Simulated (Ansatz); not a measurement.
CuNi5

```xyz
6
Lattice="2.4948 0.0000 0.0000 -1.2474 2.1605 0.0000 0.0000 0.0000 12.3375" Properties=species:S:1:pos:R:3 pbc="T T T"
Cu    1.2474    0.7202    0.0000
Ni    0.0000    1.4404   10.2343
Ni    0.0000    1.4404    2.1032
Ni    0.0000    1.4404    6.1687
Ni    1.2474    0.7202    4.1323
Ni    1.2474    0.7202    8.2052
```

Space group P-6m2; a structure generated by program, which may or may not match a known phase; spin-polarised.

All numbers below come from DFT PBE, scalar-relativistic, plane waves, PAW (Ansatz 0.2.0).

In a PAW calculation such maps are meaningful between the atoms, not at the nuclei.

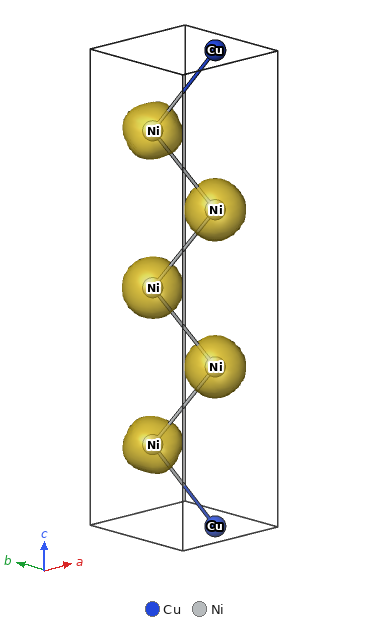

Figure 1. Isosurfaces of the spin density at +0.08 (yellow) and −0.08 e/Å³ (cyan), seen at an oblique angle. Sticks mark near contacts.

> Where is the spin, and how is it ordered?

The spin density sits on Ni: +0.7 μB (×3) and +0.5 μB (×2) in one cell of 6 atoms: parallel moments (a ferromagnetic arrangement) in this solution. The cell of the calculation (6 atoms) carries 2.9 μB of net spin moment. Only one sign reaches the isovalue.

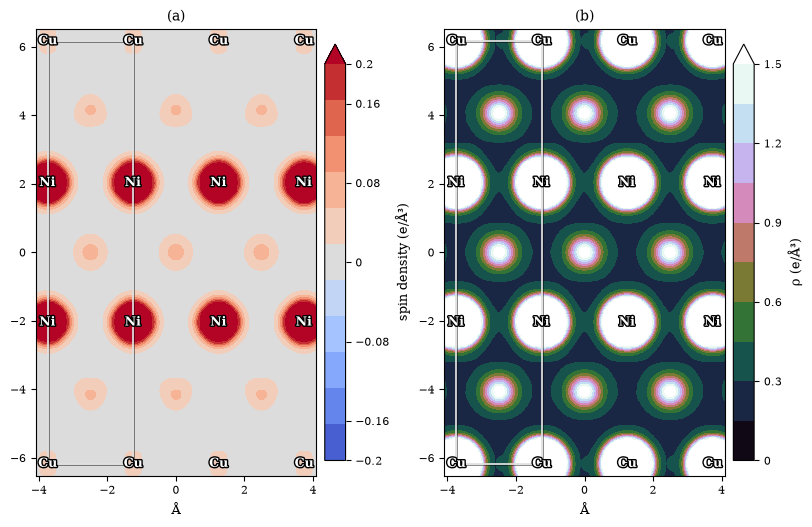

Figure 2. (a) spin density (up minus down); (b) valence charge density (pseudo) on the (100) plane of the conventional cell.

> Describe what can be read from this map.

- The plane passes through Cu and Ni nuclei.
- Atoms just off the plane (Ni, 0.7 Å away) can leave unmarked features too.
- Ni–Ni (2.49 Å): the density is about 0.33 e/Å³ at the midpoint.
- Cu–Cu (2.49 Å): the density is about 0.32 e/Å³ at the midpoint.
- Between the atoms the lowest density in this plane is 0.22 e/Å³.

> Does the calculation make it a metal, or give it a gap?

It is metallic or semimetallic at this level of theory: no gap opens.
